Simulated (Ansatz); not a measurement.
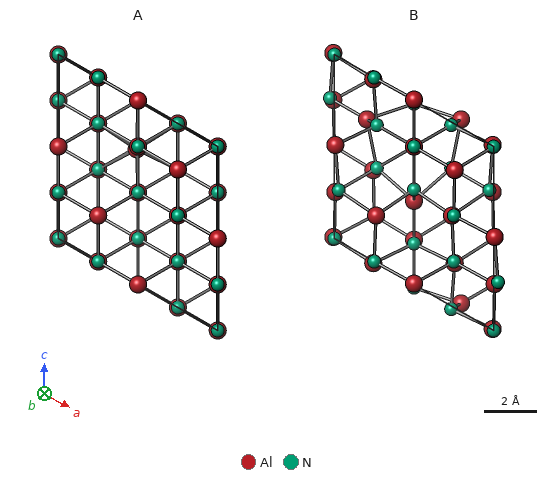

Two geometries of a defect cell of composition Al$_{17}$N$_{16}$, drawn at one scale. One is the start of a relaxation, the other its converged end. The picture is a ball-and-stick view of the cell of the calculation (origin shifted), seen along the b axis.

The calculation used Ansatz, DFT PBE, scalar-relativistic, plane waves, PAW. Settings: plane-wave cutoff 420 eV; k-point mesh 2 × 2 × 2; occupations gaussian; smearing width 0.02 eV; mesh shifted by (0.5, 0.5, 0.5); collinear spin; atoms relaxed in a fixed cell; force threshold 0.02 eV/Å; at most 60 steps.

> Which geometry has the lower energy?

Structure B is the relaxed one. Case: Al interstitial, charge +0, atoms relaxed. The energy falls by 8.000 eV per cell of the calculation in 5 geometry steps. Largest force component: 9.2 eV/Å at the start, 0.0034 eV/Å at the end. The largest moves, 0.35 Å, are those of Al atoms. By element the largest moves are Al 0.35 Å, N 0.21 Å. The cell doesn't change. Some distances before and after: Al–Al 1.829 → 2.251 Å, Al–Al 1.943 → 2.251 Å, Al–N 2.334 → 2.054 Å, Al–Al 2.028 → 2.251 Å. Bond angles that change, for instance: Al–N–Al 109.5° → 135.4°, N–Al–Al 74.6° → 57.6°, N–Al–Al 73.6° → 57.6°.

Limits of the set-up: the k-point mesh is coarse for a cell with partly filled bands; the periodic images lie only 7.6 Å apart, so the values are limited by the cell's size.
